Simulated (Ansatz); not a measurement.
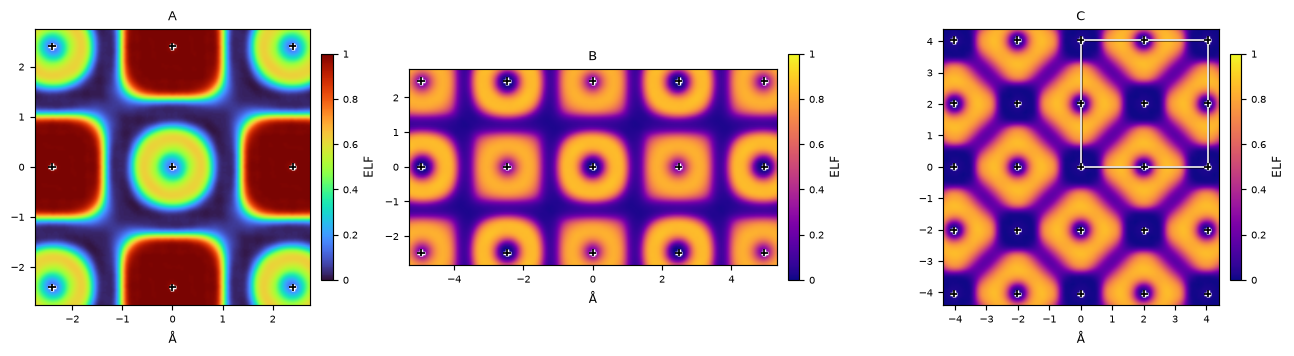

The electron localisation function of 3 systems, each on a plane through atoms (crosses mark nuclei in the plane).

Level of theory: DFT, HSE06, plane waves, PAW (Ansatz).

System 1: AlN, the (100) plane of the conventional cell. Space group Fm-3m; started from the rocksalt prototype, which need not be the ambient phase.

```yaml
crystal:
  lattice:
    - [4.03774, 0.00000, 0.00000]
    - [0.00000, 4.03774, 0.00000]
    - [0.00000, 0.00000, 4.03774]
  atoms:
    - { symbol: Al, position: [0.00000, 0.00000, 0.00000] }
    - { symbol: Al, position: [0.50000, 0.50000, 0.00000] }
    - { symbol: Al, position: [0.50000, 0.00000, 0.50000] }
    - { symbol: Al, position: [0.00000, 0.50000, 0.50000] }
    - { symbol: N, position: [0.50000, 0.00000, 0.00000] }
    - { symbol: N, position: [0.00000, 0.50000, 0.00000] }
    - { symbol: N, position: [0.00000, 0.00000, 0.50000] }
    - { symbol: N, position: [0.50000, 0.50000, 0.50000] }
```

System 2: SrO, the (100) plane of the conventional cell. Space group Fm-3m; started from the rocksalt prototype, which need not be the ambient phase; changed on purpose from its base cell (hydrostatic strain -4.0%); computed pressure about 14 GPa in this cell.

System 3: NaH, the (001) plane of the conventional cell. Space group Fm-3m; started from the measured structure prototype, which need not be the ambient phase.

```xyz
8
Lattice="4.8042 0.0000 0.0000 0.0000 4.8042 0.0000 0.0000 0.0000 4.8042" Properties=species:S:1:pos:R:3 pbc="T T T"
Na    0.0000    0.0000    0.0000
Na    2.4021    2.4021    0.0000
Na    2.4021    0.0000    2.4021
Na    0.0000    2.4021    2.4021
H     2.4021    0.0000    0.0000
H     0.0000    2.4021    0.0000
H     0.0000    0.0000    2.4021
H     2.4021    2.4021    2.4021
```

**Which map belongs to which system?**

Panel A is system 3, NaH: the plane holds Na and H. Na–H (2.40 Å): the ELF climbs to about 1 towards the hydrogen; an ionic contact to a hydride ion. Panel B is system 2, SrO: the plane holds Sr and O. Sr–O (2.48 Å): the ELF is about 0.10 at the midpoint: an ionic contact with no shared pair. Panel C is system 1, AlN: the plane holds Al and N. Al–N (2.02 Å): the ELF peaks at about 0.85 in the valence shell of N, 0.8 Å from its nucleus, and is about 0.80 at the midpoint.
